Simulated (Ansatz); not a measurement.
Consider Si$_{6}$N (slab).

```
CELL_PARAMETERS angstrom
3.86754 0.00000 0.00000
0.00000 5.46952 0.00000
0.00000 0.00000 19.22384
ATOMIC_POSITIONS crystal
Si 0.50000 0.00000 0.20807
Si 0.00000 0.25000 0.20807
Si 0.00000 0.50244 0.30629
Si 0.50000 0.74756 0.30629
Si 0.50000 0.00986 0.40178
Si 0.00000 0.24014 0.40178
N 0.83333 0.67653 0.37765
```

A point of a scan over the structure, not its minimum; not relaxed (largest force 1.5 eV/Å); PAW files of the earlier set (soft_1); the program warned that a starting moment wasn't kept; spin-polarised, but the moments vanished.

The calculation used Ansatz 0.2.0, DFT PBE, scalar-relativistic, plane waves, PAW.

Question: What can the converged valence pseudo-density and electron localisation function tell about the bonding?

Answer: Si–N (1.79 Å): ρ at the midpoint is about 0.91 e/Å³; the ELF peaks at about 0.80 between the atoms.

Question: Does the calculation give a band gap?

Answer: It is gapless in this calculation (a metal or semimetal).

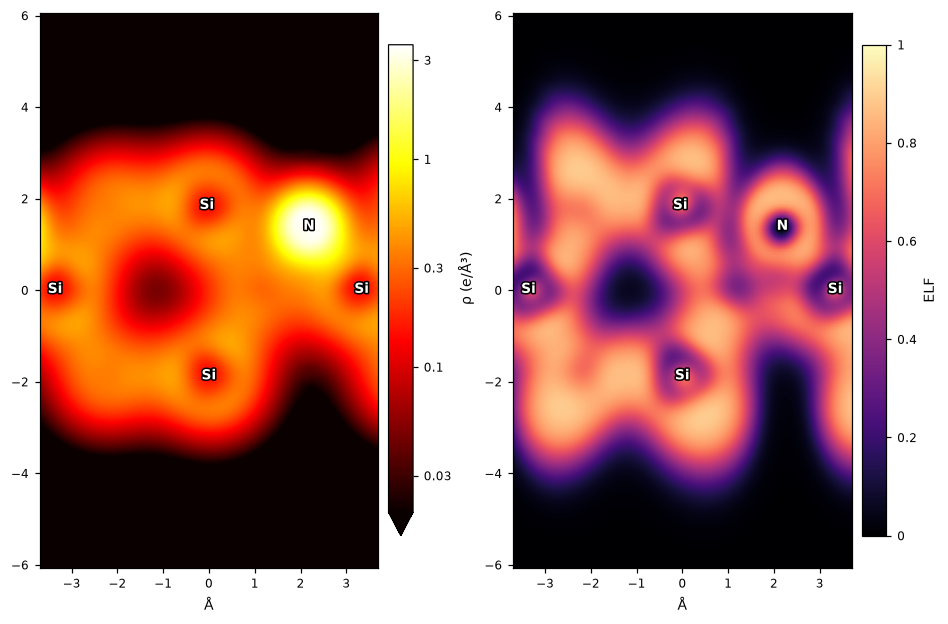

Computed valence pseudo-density and electron localisation function on the (110) plane of the calculation cell, a cut from vacuum to vacuum, in this order. Atoms just off the plane (Si, 0.8 Å away) can leave unmarked features too.

The density is the valence pseudo-density of a PAW calculation; it isn't the true density close to the nuclei.
